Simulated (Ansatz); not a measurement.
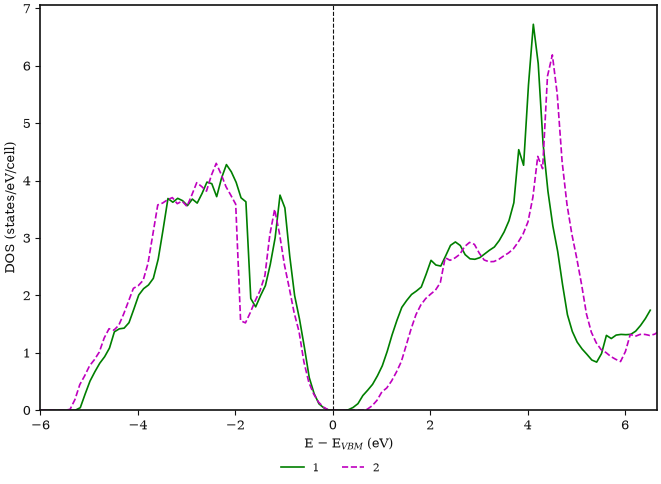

Total densities of states of PbS, space group P4/nmm, 4 atoms in the cell, by two methods on the same cell. Each is counted from its own valence-band top.

**Which curve is which? The methods: r2SCAN, LDA.**

1 is LDA; 2 is r2SCAN. LDA gives a gap of 0.24 eV and r2SCAN gives a gap of 0.62 eV.

Settings. LDA: DFT LDA, scalar-relativistic, plane waves, PAW, no spin polarisation, 8×8×6 k mesh, 420 eV cutoff, Gaussian smearing of 0.02 eV (Ansatz). r2SCAN: DFT r2SCAN, scalar-relativistic, plane waves, PAW, no spin polarisation, 8×8×6 k mesh, 500 eV cutoff (Ansatz).

Spin-orbit coupling is left out, which matters for Pb.
